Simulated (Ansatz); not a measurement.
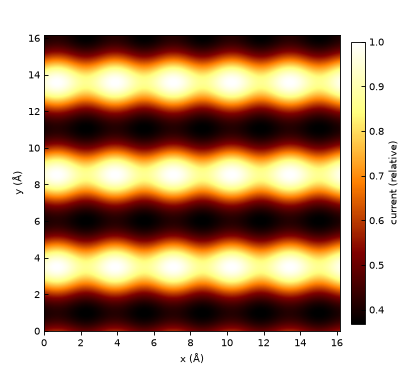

Simulated STM image (constant-height image 3.5 Å above the topmost atom, sample bias +0.50 V).

Model: Tersoff–Hamann, s-wave tip, no tip–sample forces. Bias windows are sharp sums over the levels of the k mesh.

Q: What is the lattice of this pattern?

A: The pattern repeats on a rectangular lattice with shortest vectors of 3.2 Å and 5.1 Å at 90°, a cell of 16.2 Å², with 1 maximum above 60 % of the range in each cell.

The surface:

Hf(100) (P6_3/mmc bulk, 8 atomic planes (those closer than 0.6 Å count as one), 9 Å). The brightest spots lie over the sites above the Hf atoms 2.7 Å below the top plane; the darkest points are over bridge points of the top Hf atoms (with a hidden Hf atom 3.6 Å below the top plane).

Method: Ansatz, DFT PBE, scalar-relativistic, plane waves, PAW. Cutoff 420 eV, 18 × 12 k-points, Gaussian smearing 0.1 eV, dipole correction. The slab is a cut without reconstruction beyond its cell, at the source's lattice constants, with its lower half held fixed and the rest relaxed. Of the two ways to cut these planes this one leaves the narrow spacing on top (0.92 Å as cut, then 1.85 Å). No spin polarisation. Spin–orbit coupling is left out; with Hf it can shift levels and gaps. The run warns that the functional's potential is rough in the thin density of the vacuum, where the tip is; weak contrasts and barriers may feel it.
